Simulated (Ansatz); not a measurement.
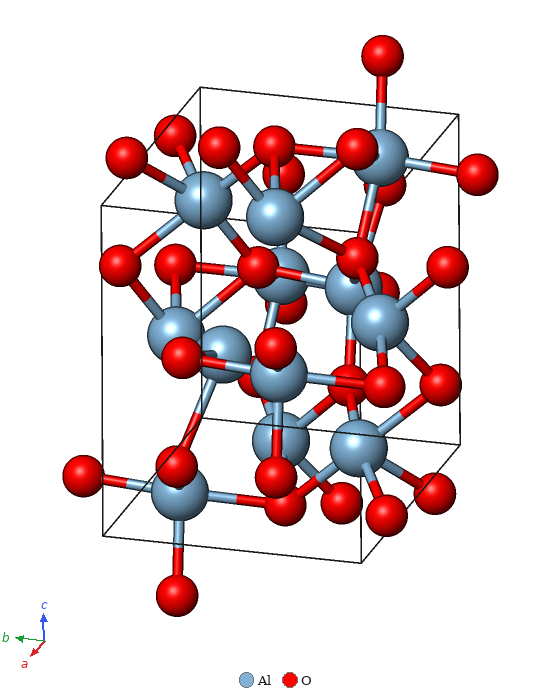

An orthographic ball-and-stick view of the structure, from a general direction. The simulation cell is drawn as a box. A few atoms beyond the faces are included.

Input file:
```yaml
crystal:
  lattice:
    - [-2.409395, -4.173459, 0.042611]
    - [2.415808, -1.350096, -4.376685]
    - [4.721635, -2.770973, 4.338698]
  atoms:
    - { symbol: Al, position: [0.5011821573, 0.796072586, 0.8540753729] }
    - { symbol: Al, position: [0.0138198339, 0.302950916, 0.3509659371] }
    - { symbol: Al, position: [0.5167411758, 0.2101502434, 0.6448092773] }
    - { symbol: Al, position: [0.9792558571, 0.7089205635, 0.1490463213] }
    - { symbol: Al, position: [0.5101389997, 0.1960487834, 0.1569136032] }
    - { symbol: Al, position: [0.9983452492, 0.7130258024, 0.6302640266] }
    - { symbol: Al, position: [0.4357860979, 0.7493746852, 0.3679340477] }
    - { symbol: Al, position: [0.013946164, 0.2999610566, 0.84893915] }
    - { symbol: O, position: [0.3532228424, 0.1497106994, 0.9001741002] }
    - { symbol: O, position: [0.8537718462, 0.3494891717, 0.0949871879] }
    - { symbol: O, position: [0.8046246909, 0.0033257045, 0.747203387] }
    - { symbol: O, position: [0.6494070618, 0.8480954848, 0.0975036988] }
    - { symbol: O, position: [0.165468461, 0.3305916932, 0.5968208598] }
    - { symbol: O, position: [0.1580729658, 0.6526742434, 0.9051023413] }
    - { symbol: O, position: [0.6649002256, 0.1742659533, 0.4036736941] }
    - { symbol: O, position: [0.7009092346, 0.5083708223, 0.7460228202] }
    - { symbol: O, position: [0.1914670345, 0.9998599912, 0.2500815993] }
basis:
  ecutwfc: 420
kpoints:
  mp_grid: { grid: [6, 6, 5] }
hamiltonian:
  xc: pbe
scf:
  occupations: { method: gaussian, width: 0.1 }
  n_extra_bands: 8
output:
  forces: true
  stress: true
  eigenvalues: true
  populations: true
  dos:
    method: { smearing: { sigma: 0.1, scheme: gaussian } }
    projected: true
    de: 0.02
  write_density: true
  write_potential: true
  elf: true
  volumetric_format: npy
```
Run as:
```sh
ansatz run input.yaml --threads 4 --pin off --max-ram 9216MiB --backend cpu --events-out ev --progress --plain --runs-dir out
```

Computational set-up: DFT PBE, scalar-relativistic, plane waves, PAW (Ansatz 0.2.0), a 420 eV plane-wave basis, k-point mesh 6×6×5, Gaussian smearing of 0.1 eV, no spin polarisation.

**What is the electronic character?**

A semiconductor at this level, with a gap of 0.36 eV on the k-mesh (the true edges may lie between mesh points, so the gap can be somewhat smaller).

**How far is the cell from zero pressure?**

The computed pressure is 0.0 GPa, close to zero.

Origin of the cell: a structure type filled with these elements by a generator (whether the compound takes this form wasn't checked). Earlier steps of the study, as a rule a relaxation of our own, may have changed the cell and positions, so they can lie some per cent off the listed ones. It was the input of a calculation with Ansatz.
